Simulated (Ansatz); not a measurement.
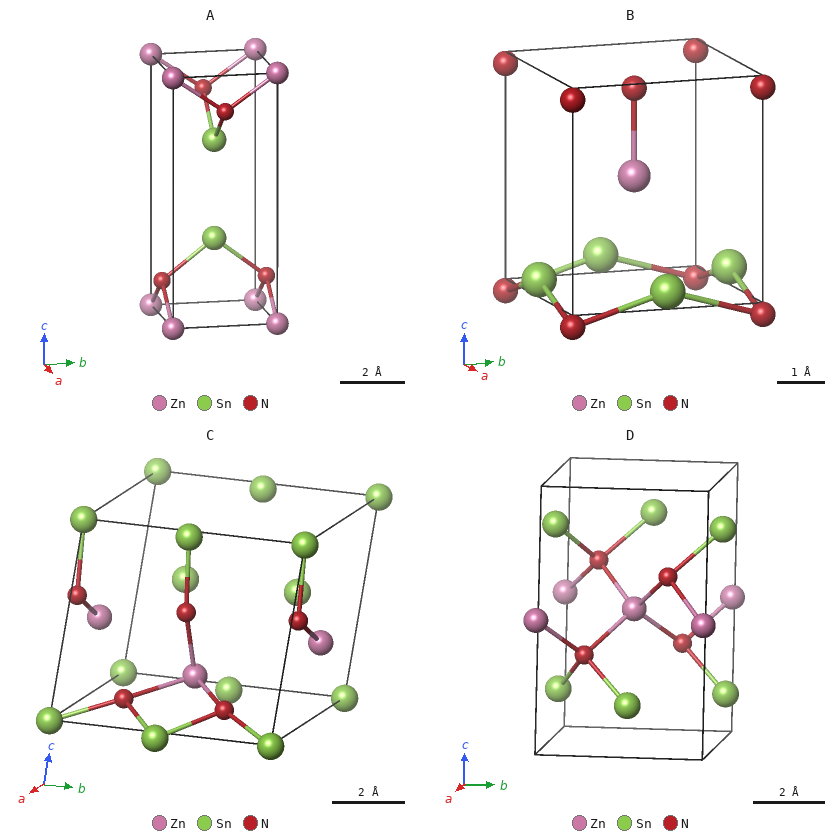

Four structures of ZnSn2N2, each relaxed to rest (conventional cells in solid outline, small ones repeated, each panel with its own scale). Method: DFT PBE, scalar-relativistic, plane waves, PAW in Ansatz, without spin polarisation.

Name the structure in each panel.

Answer. A: 5 atoms a cell on a primitive tetragonal lattice, P-4m2; B: 5 atoms a cell on a primitive tetragonal lattice, P4mm; C: 10 atoms a cell on a primitive monoclinic lattice, Pm; D: 10 atoms a cell on a base-centred monoclinic lattice, C2.

Rank them by energy, lowest first.

Answer. D, then A (+30 meV/atom), C (+65 meV/atom) and B (+395 meV/atom), energies at zero smearing.

Collect the results in a table.

Answer.
| panel | structure | E − E(lowest) (meV/atom) | volume (Å³/atom) | gap (eV) |
| --- | --- | --- | --- | --- |
| D | C2 | 0 | 17.5 | metal |
| A | P-4m2 | 30 | 18.1 | metal |
| C | Pm | 65 | 18.7 | 0.22 |
| B | P4mm | 395 | 18.8 | metal |

Some of these may be structure types tried for this composition rather than known phases, and the most stable form need not be among them. Gaps are taken on the k-mesh or band path of each run.
